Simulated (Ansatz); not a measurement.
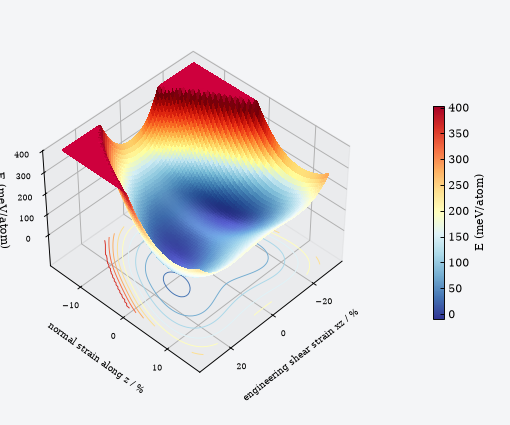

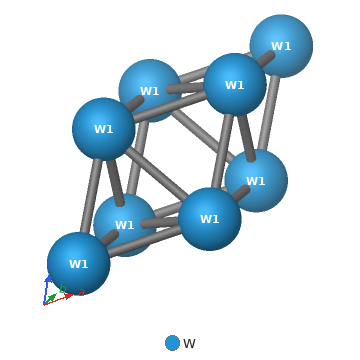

Energy landscape of W (Fm-3m, No. 225; 1 atom in the cell). The energy is mapped over two homogeneous strains (x, y and z along the cube axes). The first coordinate is: engineering shear strain xz; the second: normal strain along z. Nothing is relaxed (symmetry fixes all fractional coordinates). Grid: 9 × 9 points; 45 points were computed and 36 follow by symmetry. Points are written as (first, second). Energies are in meV/atom, from the lowest grid point. These are results of DFT LDA, scalar-relativistic, plane waves, PAW (Ansatz 0.2.0), not measurements. Settings: cutoff 420 eV, k-mesh 20×20×20, gaussian smearing 0.15 eV, no spin polarisation.

Drawn: a relief with its contours projected below, any walls above the top of the colour scale cut off. Between grid points the surface is interpolated. The second picture is the structure at the lowest point

Describe this landscape.

The lowest grid point is at (−7.5 %, 0.00 %); the map holds 2 wells of about this depth. The bottom of the well lies between grid points, at about (−11.9 %, 1.06 %), about 9 meV/atom lower on the interpolated surface. The reference structure, at (0.0 %, 0.00 %), is a saddle of this map. No other kind of well shows on this grid. The highest grid point, (−30.0 %, −15.00 %), lies 1566 meV/atom above the lowest. On the interpolated surface the easiest way out of the lowest well to a well of about the same depth near (7.5 %, 0.00 %) passes a barrier of about 28 meV/atom, counted from the interpolated bottom of the well. Round the minimum the valley is somewhat tilted: raising engineering shear strain xz shifts the best value of normal strain along z downwards (coupling k₁₂/√(k₁₁k₂₂) about 0.3). The reference (Fm-3m) is not the lowest structure on this map: a distortion lowers the energy (space group Immm at the lowest grid point).

The values on the grid:

```tsv
normal strain along z ↓, engineering shear strain xz →	−30.0	−22.5	−15.0	−7.5	0.0	7.5	15.0	22.5	30.0
15.00	276	205	189	197	202	197	189	205	276
11.25	230	125	99	108	115	108	99	125	230
7.50	226	80	35	46	57	46	35	80	226
3.75	272	73	2	10	27	10	2	73	272
0.00	375	112	3	0	19	0	3	112	375
−3.75	544	199	40	13	26	13	40	199	544
−7.50	789	344	120	56	56	56	120	344	789
−11.25	1125	559	256	140	120	140	256	559	1125
−15.00	1566	860	461	281	238	281	461	860	1566
```

The input of one point:

```yaml
crystal:
  lattice:
    - [-0.0744929544, 1.9864787842, 1.9864787842]
    - [1.9119858298, 0.0, 1.9119858298]
    - [1.9864787842, 1.9864787842, -0.0744929544]
  atoms:
    - { symbol: W, position: [0.0, 0.0, 0.0] }
basis:
  ecutwfc: 420
kpoints:
  mp_grid: { grid: [20, 20, 20] }
hamiltonian:
  xc: lda
  pseudopotentials: { kind: paw, azcp: { folder: soft_1 } }
scf:
  occupations: { method: gaussian, width: 0.15 }
output:
  forces: true
  stress: true
  eigenvalues: true
```

Time for the 45 points that were run: 4.6 min on 1 thread of AMD EPYC 9R45 96-Core Processor (Zen 5), with other jobs on the host.
